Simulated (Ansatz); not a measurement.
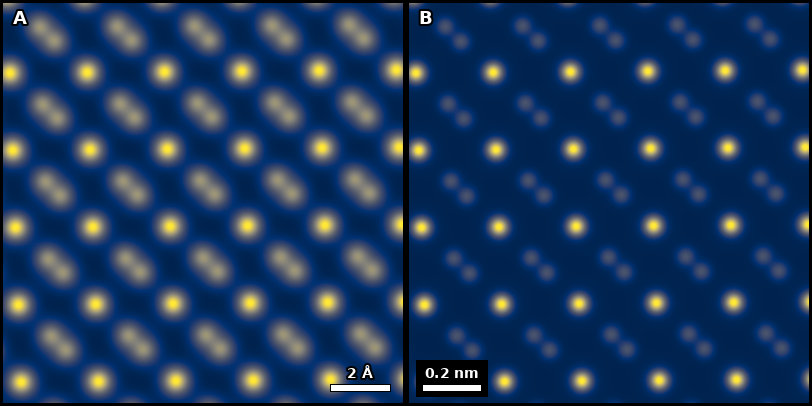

Two simulated images of the same area of PtSe$_{2}$ (P-3m1, No. 164) along [211], with a probe of 0.50 Å. One is incoherent Z contrast (Z^1.6 per atom), the other the projected potential of neutral atoms blurred by the probe (iDPC-like, thin sample). Brightness is counted from the darkest point of the image. Structure: the end point of a relaxation with DFT, PBE-D3(BJ), plane waves, PAW in Ansatz; the starting structure was generated, so it need not be a known form of this composition.

Which panel is which, and how can one tell?

B is the Z-contrast image and A the potential image. The columns of 1 Se per repeat reach about 27 % of the brightest peak (1 Pt) in B but about 61 % in A, mainly since the potential grows much more slowly with atomic number.
